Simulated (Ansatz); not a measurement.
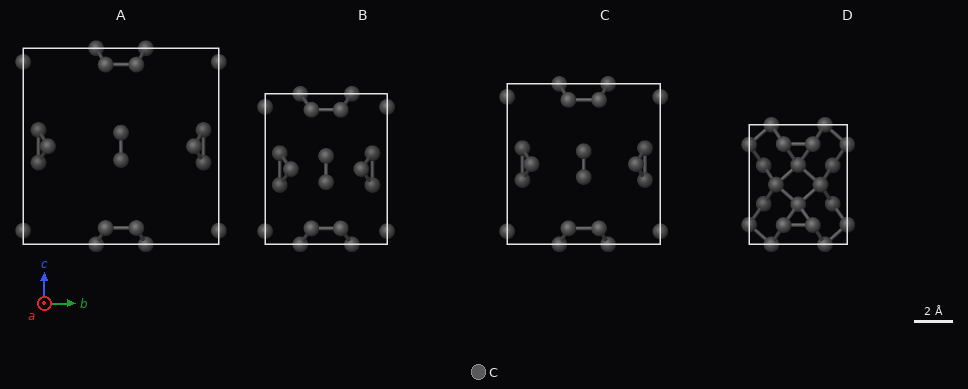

4 geometries from one relaxation of crystalline C (a generated structure, set up in Immm) (coarse preliminary run), in shuffled order. A ball-and-stick model of the conventional cell (2 times the calculation's cell), seen along the a axis. Lengths and directions refer to the drawn axes.

Method: Ansatz, DFT PBE, scalar-relativistic, plane waves, PAW. Settings: plane-wave cutoff 420 eV; k-point mesh 6 × 6 × 6; occupations gaussian; smearing width 0.1 eV; no spin polarisation; cell and atoms relaxed; force threshold 0.04 eV/Å; at most 70 steps.

> Put them in the order of the run, from the start to the converged end.

D, B, C, A. They are steps 0, 8, 30, 61, at +1593 meV per atom, +530 meV per atom, +125 meV per atom relative to the last. The largest moves relative to the cell, 1.51 Å, are those of C atoms. The volume changes by +197.4 %, with a 3.675 → 3.339 Å (−9.1 %), b 5.191 → 10.355 Å (+99.5 %), c 6.322 → 10.374 Å (+64.1 %). Some distances before and after: C–C 1.574 → 3.935 Å, C–C 2.121 → 4.445 Å, C–C 1.541 → 3.784 Å, C–C 2.087 → 1.446 Å. New bonds form: C–C (2.09 → 1.45 Å), C–C (2.16 → 1.67 Å). Bonds break: C–C (1.54 → 3.78 Å), C–C (1.57 → 3.94 Å). Bond angles that change, for instance: C–C–C 82.0° → 91.7°, C–C–C 79.2° → 74.1°, C–C–C 131.0° → 135.9°. The space group stays Immm (No. 71). After 50 accepted moves (61 points after the start) the energy has fallen by 1593 meV per atom. Largest force component: 5.1 eV/Å at the start, 0.024 eV/Å at the end. Pressure: 117.93 GPa at the start and 0.04 GPa at the end. The line search rejected the trial steps at points 12, 15, 22, 37, 39, 54 of the run. The SCF was repeated 5 times at an unchanged geometry on a basis and grid sized afresh for the cell, which shifted the energy by 136 meV per atom at most. The run took 11 min on 1 thread of Arm Neoverse V1 (shared host), peak memory 0.54 GiB.
